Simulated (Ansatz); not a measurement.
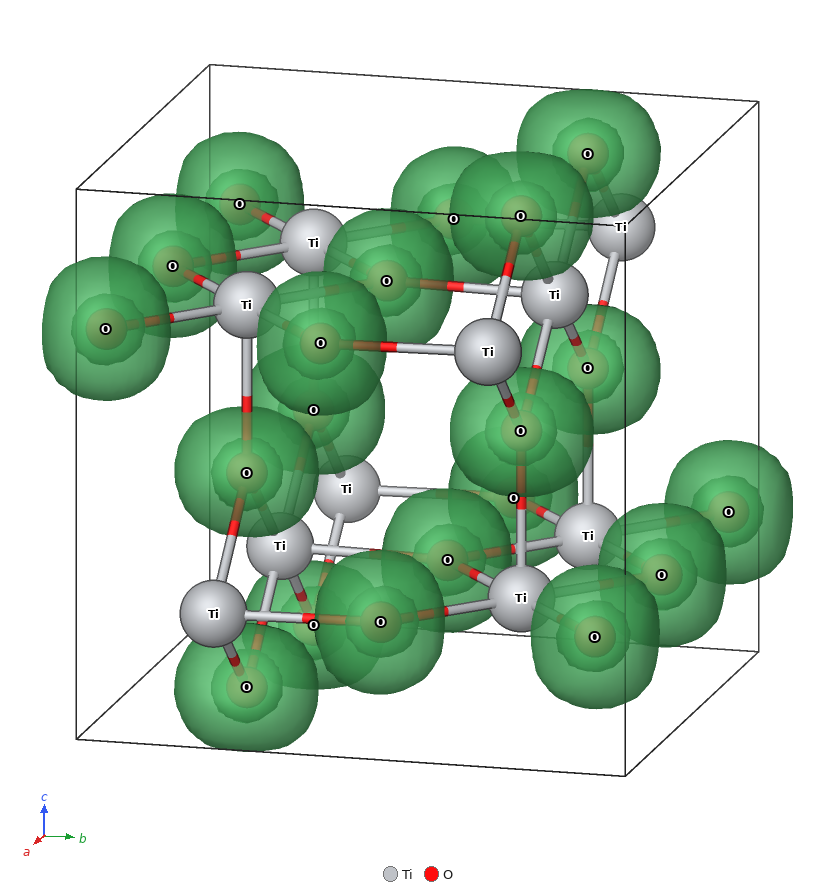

The picture shows: TiO₂. Isosurface of the electron localisation function at 0.75 (green), seen slightly off an axis. Core shells and regions of very low density are left out. Sticks mark near contacts.

Space group Imma; a structure from a database of computed crystals, not necessarily the ambient phase.

Computed with Ansatz 0.2.0, Kohn-Sham DFT of a periodic cell, PBE, Ansatz PAW.

In a PAW calculation such maps are meaningful between the atoms, not at the nuclei.

Describe the localisation domains.

The ELF exceeds this value in 16 regions wrapped around O (the valence shell of each), counted in one cell of 24 atoms. Any copies at cell faces, edges or corners count once.

Values along the shortest contacts:
Ti–O (1.94 Å): the ELF peaks at about 0.80 in the valence shell of O, 0.6 Å from its nucleus, and is about 0.20 at the midpoint (no shared electron pair shows on this line). Ti–O (1.98 Å): the ELF peaks at about 0.85 in the valence shell of O, 0.6 Å from its nucleus, and is about 0.20 at the midpoint (no localised pair shows between them).

Does the calculation make it a metal, or give it a gap?

It is gapped, with a Kohn–Sham gap of 1.8 eV on the k-point mesh (the band edges may lie off the mesh, which would make the gap smaller).
